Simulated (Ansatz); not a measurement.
Single-point calculation, with input and output: Pt₃Se₅ (part 2 of 2)

Pt₃Se₅ (slab, 16 atoms in the cell); DFT, PBEsol, plane waves, PAW, no spin polarisation (Ansatz 0.2.0); cutoff 420 eV, 9×5×1 k-mesh, Gaussian smearing of 0.1 eV. The structure derives from an entry of the Crystallography Open Database.

Geometry of the input (Å; fractional positions):
```
3.7607  0.0000  0.0000
0.0000  8.1290  0.0000
0.0000  0.0000  24.7424
Pt 0.5000  0.6790  0.3031
Se 0.0000  0.8793  0.3179
Se 0.5000  0.1576  0.3671
Pt 0.0000  0.3579  0.3819
Se 0.5000  0.5582  0.3967
Se 0.0000  0.8366  0.4458
Pt 0.5000  0.0369  0.4606
Se 0.0000  0.2372  0.4754
Se 0.5000  0.5155  0.5246
Pt 0.0000  0.7158  0.5394
Se 0.5000  0.9162  0.5542
Se 0.0000  0.1945  0.6033
Pt 0.5000  0.3948  0.6181
Se 0.0000  0.5951  0.6329
Se 0.5000  0.8734  0.6821
Pt 0.0000  0.0738  0.6969
```

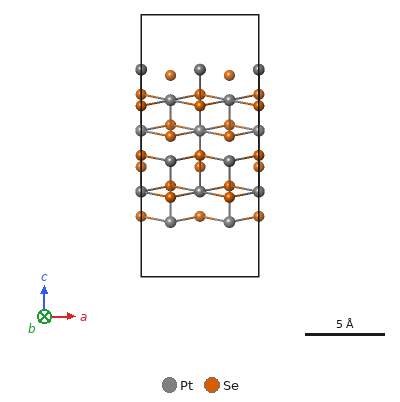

Fig. 1: The structure (ball-and-stick view of the 2 × 1 repeat of the cell, with the vacuum cut short, along the b axis). An atom can appear more than once, as a periodic image.

## The program's output, continued
```
  k-point 0: bands = ["-96.5709", "-96.5708", "-96.0232", "-96.0232", "-95.3135", "-95.3135", "-50.8002", "-50.7990", "-50.7855", "-50.7812", "-50.6728", "-50.6725", "-50.3303", "-50.3303", "-50.2601", "-50.2601", "-50.0613", "-50.0613", "-49.6004", "-49.6004", "-49.5926", "-49.5926", "-49.3773", "-49.3773", "-45.9532", "-45.9518", "-45.9361", "-45.9357", "-45.9349", "-45.9341", "-45.8979", "-45.8978", "-45.8957", "-45.8919", "-45.8919", "-45.8910", "-45.8773", "-45.8773", "-45.8735", "-45.8735",
      "-45.8166", "-45.8166", "-45.8143", "-45.8143", "-45.7671", "-45.7669", "-45.7636", "-45.7625", "-45.7570", "-45.7558", "-45.7472", "-45.7460", "-45.7444", "-45.7439", "-45.5516", "-45.5516", "-45.5495", "-45.5495", "-45.5486", "-45.5486", "-45.5429", "-45.5429", "-45.5420", "-45.5420", "-45.4487", "-45.4487", "-45.4487", "-45.4487", "-45.3340", "-45.3340", "-45.2960", "-45.2960", "-45.2696", "-45.2695", "-12.6208", "-11.8934", "-11.2370", "-11.1836", "-11.1436", "-10.7811",
      "-10.7440", "-10.4683", "-10.1495", "-9.9182", "-3.9914", "-3.9425", "-3.6302", "-3.5889", "-3.3853", "-3.1864", "-3.0879", "-2.8544", "-2.7606", "-2.6967", "-2.6683", "-2.4306", "-1.9511", "-1.8719", "-1.6802", "-1.5057", "-1.3698", "-1.3615", "-1.3168", "-1.1804", "-1.1252", "-1.0732", "-0.9251", "-0.8368", "-0.5879", "-0.5025", "-0.3977", "-0.2995", "-0.2314", "-0.1449", "-0.1130", "-0.0244", "0.1743", "0.1911", "0.3097", "0.4695",
      "0.6009", "0.6120", "0.6387", "0.7965", "1.1121", "1.1934", "1.2604", "1.6314", "1.6899", "1.8148", "2.3173", "2.6309", "2.8244", "3.0124", "3.2870", "3.6208", "3.6337", "3.7287", "3.9092", "4.0601", "4.0894", "4.3364", "4.5826", "4.6569", "4.7757", "5.0890", "6.5245", "6.8641", "7.0152", "7.2420", "7.5174", "7.6192", "7.7264", "7.8776", "8.2965", "8.4497", "8.4499", "8.6519", "8.7106", "8.9202",
      "9.0127"]
  k-point 1: bands = ["-96.5709", "-96.5708", "-96.0232", "-96.0232", "-95.3135", "-95.3135", "-50.8002", "-50.7990", "-50.7855", "-50.7812", "-50.6728", "-50.6725", "-50.3303", "-50.3303", "-50.2601", "-50.2601", "-50.0613", "-50.0613", "-49.6004", "-49.6004", "-49.5927", "-49.5926", "-49.3773", "-49.3773", "-45.9532", "-45.9518", "-45.9361", "-45.9357", "-45.9349", "-45.9341", "-45.8979", "-45.8978", "-45.8957", "-45.8919", "-45.8919", "-45.8910", "-45.8773", "-45.8773", "-45.8735", "-45.8735",
      "-45.8166", "-45.8166", "-45.8143", "-45.8143", "-45.7671", "-45.7669", "-45.7636", "-45.7625", "-45.7570", "-45.7558", "-45.7472", "-45.7460", "-45.7444", "-45.7439", "-45.5516", "-45.5516", "-45.5495", "-45.5495", "-45.5486", "-45.5486", "-45.5429", "-45.5429", "-45.5420", "-45.5420", "-45.4487", "-45.4487", "-45.4487", "-45.4487", "-45.3340", "-45.3340", "-45.2960", "-45.2960", "-45.2696", "-45.2695", "-12.5562", "-11.8734", "-11.6000", "-11.1847", "-10.9925", "-10.7927",
      "-10.6780", "-10.3965", "-10.1091", "-9.9219", "-4.2086", "-3.8873", "-3.5880", "-3.4737", "-3.3607", "-3.1728", "-3.0930", "-2.9358", "-2.7919", "-2.7266", "-2.6596", "-2.4795", "-2.0710", "-1.8388", "-1.7059", "-1.4606", "-1.3745", "-1.3739", "-1.3577", "-1.2263", "-1.0796", "-1.0594", "-0.9078", "-0.7310", "-0.5824", "-0.4939", "-0.4208", "-0.3106", "-0.2431", "-0.0874", "-0.0827", "0.1218", "0.1780", "0.2661", "0.3539", "0.4562",
      "0.5884", "0.6147", "0.7834", "0.9862", "1.0974", "1.1115", "1.5086", "1.5173", "1.6508", "1.6582", "2.1031", "2.5021", "2.6876", "2.9314", "3.0290", "3.4164", "3.5131", "3.9339", "3.9550", "3.9896", "4.2995", "4.4478", "4.5579", "4.7660", "4.9235", "5.0877", "6.6290", "6.7991", "7.0002", "7.4855", "7.5601", "7.6517", "7.8884", "8.0122", "8.2482", "8.2897", "8.4694", "8.5114", "8.7412", "8.9421",
      "9.2076"]
  k-point 2: bands = ["-96.5709", "-96.5708", "-96.0232", "-96.0232", "-95.3135", "-95.3135", "-50.8002", "-50.7990", "-50.7855", "-50.7812", "-50.6728", "-50.6725", "-50.3303", "-50.3303", "-50.2601", "-50.2601", "-50.0613", "-50.0613", "-49.6004", "-49.6004", "-49.5926", "-49.5926", "-49.3773", "-49.3773", "-45.9532", "-45.9518", "-45.9361", "-45.9357", "-45.9349", "-45.9341", "-45.8979", "-45.8978", "-45.8957", "-45.8919", "-45.8919", "-45.8910", "-45.8773", "-45.8773", "-45.8735", "-45.8735",
      "-45.8166", "-45.8166", "-45.8143", "-45.8143", "-45.7671", "-45.7669", "-45.7636", "-45.7625", "-45.7570", "-45.7558", "-45.7472", "-45.7460", "-45.7444", "-45.7439", "-45.5516", "-45.5516", "-45.5495", "-45.5495", "-45.5486", "-45.5486", "-45.5429", "-45.5429", "-45.5420", "-45.5420", "-45.4487", "-45.4487", "-45.4487", "-45.4487", "-45.3340", "-45.3340", "-45.2960", "-45.2960", "-45.2696", "-45.2695", "-12.3694", "-12.0721", "-11.6596", "-11.3698", "-11.0131", "-10.7261",
      "-10.5606", "-10.3077", "-10.0439", "-9.9256", "-4.4654", "-3.7992", "-3.4471", "-3.3398", "-3.3111", "-3.1164", "-3.1069", "-3.0203", "-2.8439", "-2.8331", "-2.7878", "-2.7300", "-1.9761", "-1.9194", "-1.6737", "-1.4582", "-1.4296", "-1.3716", "-1.3669", "-1.1885", "-1.0537", "-1.0168", "-0.9063", "-0.6090", "-0.5715", "-0.4718", "-0.3775", "-0.3343", "-0.2757", "-0.1297", "0.0634", "0.1794", "0.2140", "0.2537", "0.4138", "0.6466",
      "0.6471", "0.7754", "1.0534", "1.0631", "1.2894", "1.3191", "1.3390", "1.3714", "1.4637", "1.7244", "1.8938", "2.0741", "2.1788", "2.7720", "2.9826", "3.2876", "3.3640", "3.8908", "4.0817", "4.0971", "4.1501", "4.5424", "4.6937", "5.0036", "5.1017", "5.1397", "6.6791", "6.9572", "7.3639", "7.5250", "7.6212", "7.6897", "7.8899", "7.9469", "8.1670", "8.3186", "8.3911", "8.5946", "8.7066", "8.9868",
      "9.0586"]
  k-point 14: bands = ["-96.5708", "-96.5708", "-96.0231", "-96.0231", "-95.3134", "-95.3134", "-50.8055", "-50.8053", "-50.7834", "-50.7826", "-50.6724", "-50.6723", "-50.3360", "-50.3360", "-50.2600", "-50.2599", "-50.0609", "-50.0609", "-49.6001", "-49.6001", "-49.5978", "-49.5977", "-49.3770", "-49.3770", "-45.9524", "-45.9521", "-45.9361", "-45.9360", "-45.9345", "-45.9344", "-45.8977", "-45.8977", "-45.8947", "-45.8940", "-45.8909", "-45.8908", "-45.8775", "-45.8775", "-45.8733", "-45.8733",
      "-45.8170", "-45.8170", "-45.8140", "-45.8140", "-45.7668", "-45.7668", "-45.7633", "-45.7631", "-45.7564", "-45.7562", "-45.7471", "-45.7469", "-45.7438", "-45.7437", "-45.5514", "-45.5514", "-45.5498", "-45.5498", "-45.5484", "-45.5484", "-45.5430", "-45.5430", "-45.5418", "-45.5418", "-45.4492", "-45.4492", "-45.4484", "-45.4484", "-45.3341", "-45.3341", "-45.2960", "-45.2960", "-45.2693", "-45.2693", "-11.2758", "-11.1823", "-10.9585", "-10.8947", "-10.7618", "-10.6901",
      "-10.6181", "-10.5565", "-9.9812", "-9.9516", "-4.2722", "-4.2106", "-3.8983", "-3.8439", "-3.4333", "-3.2874", "-2.9471", "-2.8809", "-2.8167", "-2.7108", "-2.5103", "-2.4052", "-2.1594", "-1.8761", "-1.7963", "-1.7267", "-1.6113", "-1.4687", "-1.3490", "-1.3001", "-1.1466", "-1.1185", "-1.0563", "-0.9624", "-0.6975", "-0.6534", "-0.4697", "-0.4180", "-0.3363", "-0.2707", "-0.2138", "-0.1704", "-0.1084", "0.0199", "0.0857", "0.1117",
      "0.1911", "0.2330", "0.3831", "0.4621", "0.6274", "0.6637", "0.7267", "0.7407", "0.9132", "0.9611", "1.5747", "1.6544", "2.2616", "2.3502", "2.4636", "2.5161", "3.1905", "3.3093", "3.6914", "3.7282", "4.0958", "4.5261", "4.5643", "4.6877", "5.2944", "5.3624", "6.7632", "6.7739", "7.5526", "7.9214", "8.3668", "8.3956", "8.5972", "8.6652", "8.9565", "9.1083", "9.3010", "9.4523", "9.6008", "9.8180",
      "9.9995"]
```

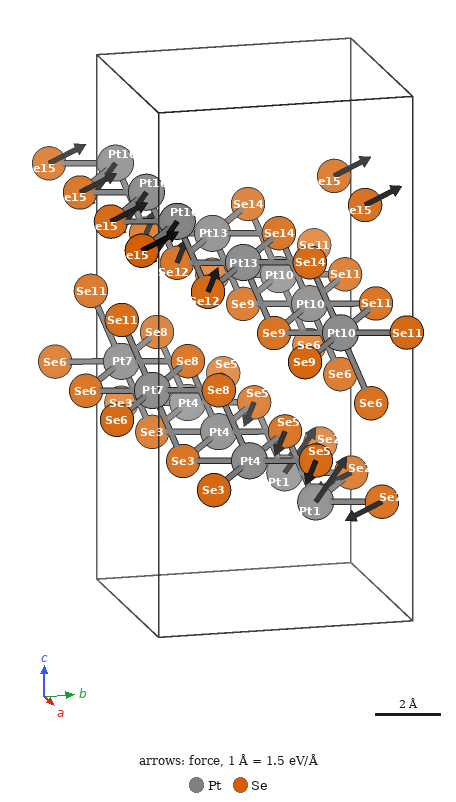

Fig. 2: Forces on the atoms as black arrows (ball-and-stick view of the 2 × 1 repeat of the cell, with the vacuum cut short, seen slightly off an axis; bonded neighbours outside the cell are drawn too; atoms are numbered from 1 in the order of the input); the smallest are left out. The largest act on Pt1, Pt16 (2.57 eV/Å); Se2, Se15 (1.96 eV/Å); Se5, Se12 (1.26 eV/Å). The geometry is not a stationary point of this energy.

## Results in brief

```csv
quantity,value
outcome,converged
electrons treated,268
free energy,−128545.2236 eV
Fermi energy,2.596 eV
gap on the k-point mesh,none (metallic)
largest force (length of the vector),2.568 eV/Å
hardware,"2 threads of Intel Xeon @ 2.50GHz (Skylake/Cascade Lake), 189 GiB of memory available, shared host"
wall time,2.6 min (CPU time 5 min)
peak memory,2.3 GiB
```

## Remarks

Settings chosen away from the usual ones: scf.convergence.dr2_threshold set to 1e-06. Warnings of the run: the SCF threshold is loose for the printed forces; the SCF threshold is looser than advised for the printed stress. Spin–orbit coupling is left out, which matters for Pt.
